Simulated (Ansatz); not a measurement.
**Energy of WS2 along a shift of atoms along one path**

System: WS2 (3 atoms in the cell).
Method: DFT PBEsol+D3(BJ), scalar-relativistic, plane waves, PAW, PAW set soft_1, no spin polarisation (Ansatz 0.2.0).

The 5 runs differ only in the geometry, by a shift of atoms along one path in a fixed cell. The shift s is measured from run 3: S3 moves along the Cartesian direction (0.00, 0.00, −1.00), and W1 and S2 with it in fixed proportion. The structure derives from a Materials Project entry.

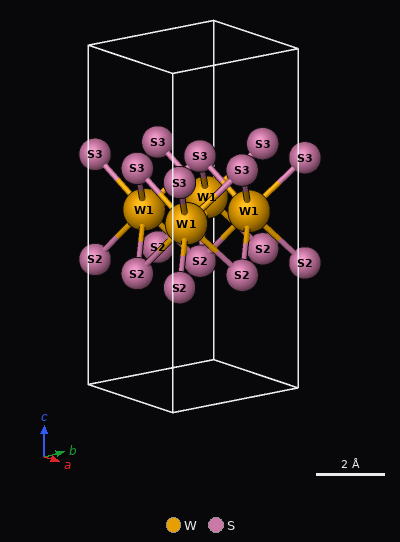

Figure 1. The structure of run 3 (ball-and-stick view of the 2 × 2 repeat of the cell, with the vacuum cut short, seen slightly off an axis; bonded neighbours outside the cell are drawn too; atoms are numbered from 1 in the order of the input).

### Input of run 3
```yaml
crystal:
  lattice:
    - [3.1239380587, 0.0, 0.0]
    - [-1.5619690294, 2.7054097187, 0.0]
    - [0.0, 0.0, 16.9375357456]
  atoms:
    - { symbol: W, position: [0.3333333333, 0.6666666667, 0.0012108228] }
    - { symbol: S, position: [0.6666666667, 0.3333333333, 0.9036795921] }
    - { symbol: S, position: [0.6666666667, 0.3333333333, 0.0893772491] }
basis:
  ecutwfc: 420
kpoints:
  mp_grid: { grid: [12, 12, 2] }
hamiltonian:
  xc: pbesol
  pseudopotentials: { kind: paw, azcp: { folder: soft_1 } }
  dispersion: d3bj
scf:
  occupations: { method: gaussian, width: 0.05 }
output:
  forces: true
  stress: true
  eigenvalues: true
```

Command:
```bash
ansatz run input.yaml --threads 1 --pin off --max-ram 2048MiB --backend cpu --events-out ev --progress --plain --runs-dir out
```

Run 4 differs from it as follows:
```diff
-    - { symbol: W, position: [0.3333333333, 0.6666666667, 0.0012108228] }
-    - { symbol: S, position: [0.6666666667, 0.3333333333, 0.9036795921] }
-    - { symbol: S, position: [0.6666666667, 0.3333333333, 0.0893772491] }
+    - { symbol: W, position: [0.3333333333, 0.6666666667, 0.0016144304] }
+    - { symbol: S, position: [0.6666666667, 0.3333333333, 0.902522399] }
+    - { symbol: S, position: [0.6666666667, 0.3333333333, 0.088220056] }
```

### Results, with one run withheld

| run | shift s of S3 (Å) | free energy per atom, from the lowest run given (meV) | pressure (GPa) | gap on the mesh (eV) | force along the path (eV/Å) |
| --- | --- | --- | --- | --- | --- |
| 1 | −0.0392 | 0.00 | 0.01 | 1.98 | −1.219 |
| 2 | −0.0196 | 11.94 | 0.09 | 1.97 | −2.436 |
| 3 | 0.0000 | 31.82 | 0.23 | 1.95 | −3.647 |
| 4 | 0.0196 | ? | ? | ? | ? |
| 5 | 0.0392 | 95.14 | 0.66 | 1.75 | −6.035 |

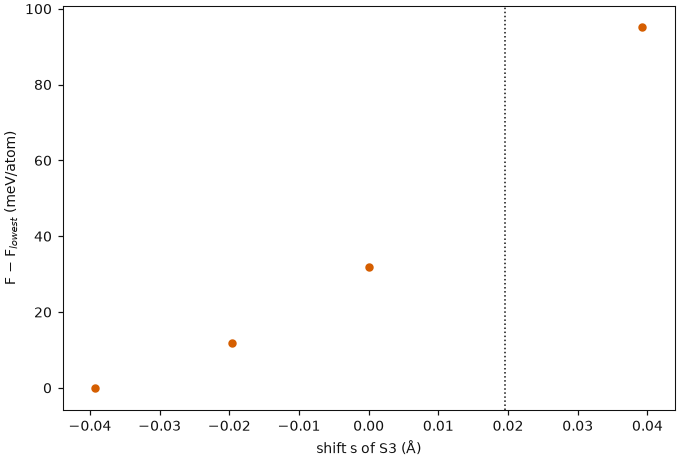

Figure 2. Free energy per atom of the runs given; the dotted line marks run 4.

Fit the runs given and predict run 4.

A quadratic polynomial in the coordinate, fitted to the 4 runs given, misses them by at most 0.02 meV per atom. With x = s + 0.0049, it reads F = 26.105 + 1113.1 x + 10257 x² (meV per atom). At run 4 it gives 59.53 meV per atom, and the run itself gives 59.58. The slope of the fit gives a force −dF/ds of −4.847 eV/Å along the path (summed over the atoms that move), and the printed forces give −4.848 eV/Å. The fit has no minimum inside this range. The gap on the mesh goes, without turning, from 1.98 eV in run 1 to 1.75 eV in run 5; run 4 has 1.90 eV. These are gaps of this functional on this mesh, which can miss the band edges; they aren't the measured gap.

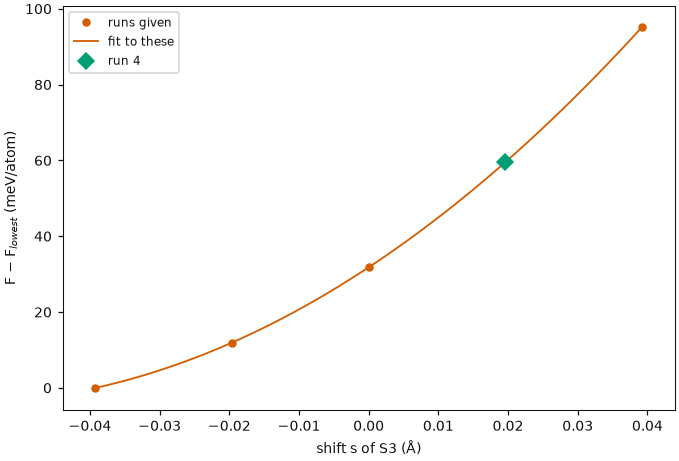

Figure 3. The fit and the withheld run.

### Output, shortened to warnings, some set-up lines, iterations and results (run 4)
```
Warning: [file] the record states the generating functional pbe (its physics header spells it `PBE`), which answers neither for hamiltonian.xc's functional nor for the pbesol family's — results may be inconsistent (PPs are generated against a specific XC)
Warning: [file] the record states the generating functional pbe (its physics header spells it `PBE`), which answers neither for hamiltonian.xc's functional nor for the pbesol family's — results may be inconsistent (PPs are generated against a specific XC)
Basis set: ecut = 420 eV, 2793 PW (Γ), exchange–correlation on 48×48×240 points (8 copies of the dense FFT grid, shifted against one another)
Symmetry: 6 space group operations
k-points: 38 of 288 (time reversal used)
Initial density: superposition of atomic densities (neutral atoms: chi_scale 0, normalization atom)
[...]
SCF iter   1: F=—  HF=-12031.084732 eV  |F-HF|=—  |Δ(HF+E_count)|=         —  Δρ=2.75e-2  dr2=1.33e0  ethr=3.10e-3  ⟨swp⟩=11.3  Hψ=5460  notcnv=0
SCF iter   2: F=—  HF=-12030.697152 eV  |F-HF|=—  |Δ(HF+E_count)|=   3.88e-1  Δρ=1.17e-2  dr2=4.10e-1  ethr=3.10e-3  ⟨swp⟩=4.0  Hψ=1897  notcnv=0
SCF iter   3: F=—  HF=-12030.866172 eV  |F-HF|=—  |Δ(HF+E_count)|=   1.69e-1  Δρ=1.37e-2  dr2=2.05e0  ethr=1.58e-3  ⟨swp⟩=4.1  Hψ=1372  notcnv=0  recentre
SCF iter   4: F=—  HF=-12030.640393 eV  |F-HF|=—  |Δ(HF+E_count)|=   2.26e-1  Δρ=5.65e-3  dr2=3.85e-2  ethr=1.58e-3  ⟨swp⟩=3.4  Hψ=1345  notcnv=0
SCF iter   5: F=—  HF=-12030.635716 eV  |F-HF|=—  |Δ(HF+E_count)|=   4.68e-3  Δρ=1.38e-3  dr2=1.16e-2  ethr=1.48e-4  ⟨swp⟩=2.8  Hψ=1139  notcnv=0
SCF iter   6: F=—  HF=-12030.633928 eV  |F-HF|=—  |Δ(HF+E_count)|=   1.79e-3  Δρ=5.00e-4  dr2=2.86e-4  ethr=4.46e-5  ⟨swp⟩=2.3  Hψ=915  notcnv=0
SCF iter   7: F=—  HF=-12030.633869 eV  |F-HF|=—  |Δ(HF+E_count)|=   5.89e-5  Δρ=2.10e-4  dr2=5.94e-5  ethr=1.10e-6  ⟨swp⟩=3.6  Hψ=1403  notcnv=0
SCF iter   8: F=—  HF=-12030.633805 eV  |F-HF|=—  |Δ(HF+E_count)|=   6.38e-5  Δρ=5.86e-5  dr2=4.13e-6  ethr=2.28e-7  ⟨swp⟩=2.3  Hψ=971  notcnv=0
SCF iter   9: F=—  HF=-12030.633805 eV  |F-HF|=—  |Δ(HF+E_count)|=   4.32e-7  Δρ=1.19e-5  dr2=2.34e-7  ethr=1.59e-8  ⟨swp⟩=2.6  Hψ=1048  notcnv=0
SCF iter  10: F=-12030.633805 eV  HF=-12030.633805 eV  |F-HF|=9.57e-10  |Δ(HF+E_count)|=   1.82e-8  Δρ=1.93e-6  dr2=3.90e-9  ethr=3.85e-10  ⟨swp⟩=8.4  Hψ=3668  notcnv=0
SCF 1 converged in 10 iterations: F = -12030.633805 eV  dr2 = 3.90e-9
SCF converged after 10 iterations
Free energy (F): -12030.633805 eV
Harris-Foulkes:  -12030.633805 eV  (|F-HF|=9.57e-10)
Internal energy: -12030.633805 eV  (E = F + TS)
E sigma→0 (E₀):  -12030.633805 eV
Fermi energy:    1.374923 eV
--- Per-component energies (eV) ---
  E_band       = -462.330820
  E_kinetic    = 636.452301
  E_local      = -12711.357107  (includes V_loc(G=0)·N_el)
  E_nonlocal   = 46.931280
  E_hartree    = 6073.657990
  E_xc         = -443.207968
  E_vxc        = -397.945571  (∫ρ·V_xc dr)
  E_paw        = -9635.850851  (= ΣΔE_a)
  E_vpaw       = -183.726882  (= ΣTr[D̂ρ^β])
  E_aug_tail   = 0.000152  (compensation charges beyond the density's cutoff)
  E_ewald      = 4003.154001
  E_disp       = -0.759359  (pairwise vdW)
  E_core_change = 0.345757  (= ΣΔE_core)
  E_smearing   = -0.000000  (= −TS)
  E_closure    = -0.000000  (closes the sum)
  Σ components = -12030.633805   (vs F -12030.633805, Δ=0.00e0)
--- Forces (eV/Å), atoms counted from 1 ---
  atom   1  W     -0.00000000    -0.00000000    -3.59447735
  atom   2  S     -0.00000000     0.00000000     1.58965536
  atom   3  S     -0.00000000     0.00000000     2.00483600
  max |Σ_I F_I| component: 1.40e-5 eV/Å
--- Stress (GPa, compression-positive) ---
        0.483922      -0.000000      -0.000000
       -0.000000       0.483922      -0.000000
       -0.000000      -0.000000       0.288331
  P = ⅓ Tr σ = 0.4187 GPa (4.187 kbar)
```

Warnings of the run: the PAW datasets were made with another functional. Spin–orbit coupling is left out, which matters for W.
